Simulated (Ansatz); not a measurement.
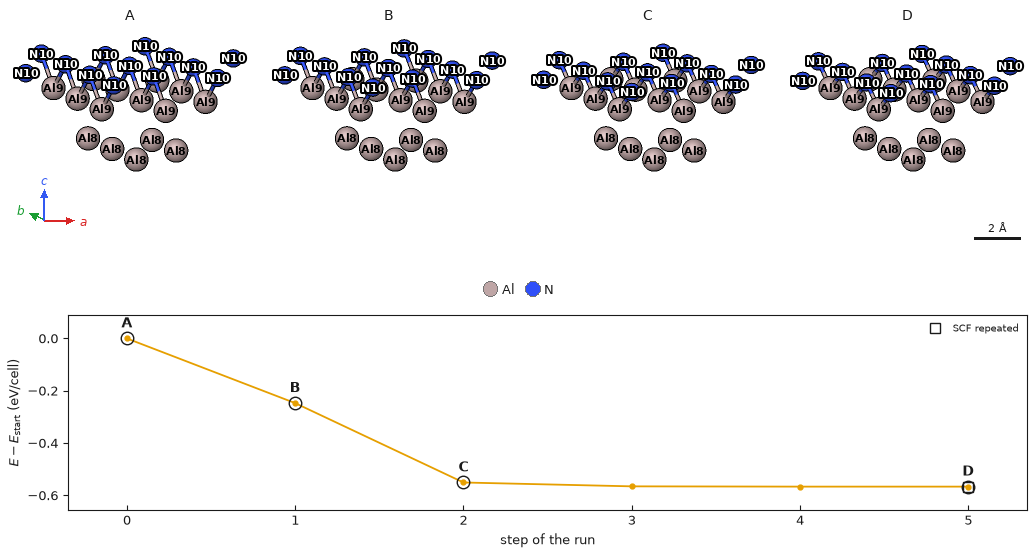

Frames of a constrained relaxation of a slab of composition Al$_{9}$N (cut from the P6_3/mmc phase), marked on the history of the run. Style: ball-and-stick. Shown: the atoms within 5.0 Å of the atom that moves most (axes of the 2 × 3 repeat of the cell, outlined in the plane, without the vacuum), slightly off an axis.

Case: N over the place (0/4, 2/4) of the surface cell, its height relaxed. The slab is the (0 0 1) face of Al with N on it. 9 atoms are held fixed.

Method: Ansatz, DFT PBEsol, scalar-relativistic, plane waves, PAW.

The input:
```yaml
crystal:
  lattice:
    - [2.8362844918, 0.0, 0.0]
    - [-1.4181422459, 2.4562944222, 0.0]
    - [0.0, 0.0, 37.6442989108]
  atoms:
    - { symbol: Al, position: [0.3333333333, 0.6666666667, 0.2257978033] }
    - { symbol: Al, position: [0.0, 0.0, 0.2877072406] }
    - { symbol: Al, position: [0.6666666667, 0.3333333333, 0.3496166779] }
    - { symbol: Al, position: [0.0, 0.0, 0.4115261153] }
    - { symbol: Al, position: [0.3333333333, 0.6666666667, 0.4729161237] }
    - { symbol: Al, position: [0.0, 0.0, 0.5342805556] }
    - { symbol: Al, position: [0.6666666667, 0.3333333333, 0.5966221375] }
    - { symbol: Al, position: [0.0, 0.0, 0.6583877038] }
    - { symbol: Al, position: [0.3333333333, 0.6666666667, 0.7209215701] }
    - { symbol: "N", position: [0.3333333333, 1.1666666667, 0.7554553517] }
basis:
  ecutwfc: 420
kpoints:
  mp_grid: { grid: [12, 12, 1] }
hamiltonian:
  xc: pbesol
scf:
  occupations: { method: gaussian, width: 0.1 }
output:
  forces: true
  eigenvalues: true
  write_density: true
  write_potential: true
  elf: true
  volumetric_format: npy
relax:
  adjacent_minimum: "off"
  f_tol: 0.02
  max_steps: 25
  constraints: [{ sites: [0, 1, 2, 3, 4, 5, 6, 7, 8] }, { site: 9, fix: xy }]
efield:
  axis: 3
  dipole_correction: true
  ramp_width: 0.04
```

Run as
```bash
ansatz run input.yaml --threads 1 --pin off --max-ram 2560MiB --backend cpu --events-out ev --progress --plain --runs-dir out
```

### Describe the path.

The atom that moves furthest is N10 (0.34 Å along the normal (−c)). Al stays in place. The cell doesn't change. Among the contacts that change: Al9–N10 1.924 → 1.710 Å. Among the angles between lasting bonds that change: Al9–N10–Al9 95.0° → 112.0°, N10–Al9–N10 95.0° → 112.0°. After 4 accepted moves (5 points after the start) the energy has fallen by 0.566 eV per cell of the calculation. Largest force component: 2.8 eV/Å at the start, 0.02 eV/Å at the end. 1 step only repeated the SCF at the same geometry. From step 0 to 1: N10 moves most (0.10 Å), energy −0.247 eV per cell of the calculation. From step 1 to 2: N10 moves most (0.19 Å), energy −0.303 eV per cell of the calculation. From step 2 to 5: N10 moves most (0.05 Å), energy −15.8 meV per cell of the calculation.

Limits of the set-up: the periodic images lie only 2.8 Å apart, so the values are limited by the cell's size.
